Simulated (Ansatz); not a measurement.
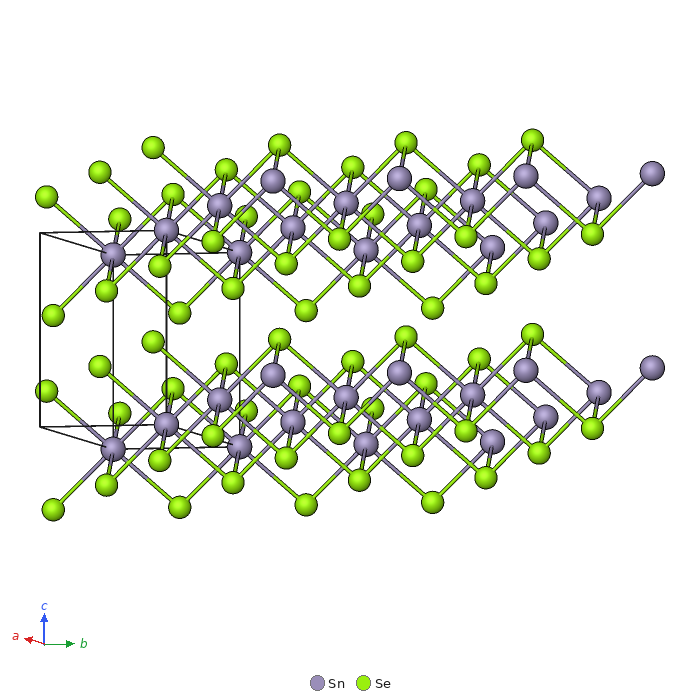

System SnSe2 (space group P-3m1, No. 164); source of the atomic positions: the end point of a relaxation with Ansatz, DFT PBE+D3(BJ), scalar-relativistic, plane waves, PAW.

Bonds are taken as Se–Sn below 3.1 Å; no other contact counts. Simplification: prune 0- and 1-connected atoms, fold 2-connected ones into links.

What kind of net remains, and which atoms are its nodes?

A binodal (3,6)-connected, two-periodic (layers) net: Se is a 3-connected node; Sn is a 6-connected node, in the ratio 2:1.

Does the net have a name?

It is the kgd net, known from the layers of CdI2 (1T type).

How do the layers lie?

The layers lie parallel to (001).

Give the point symbol of each node (shortest cycle at each angle).

Se: 4^3; Sn: 4^6.6^6.8^3.
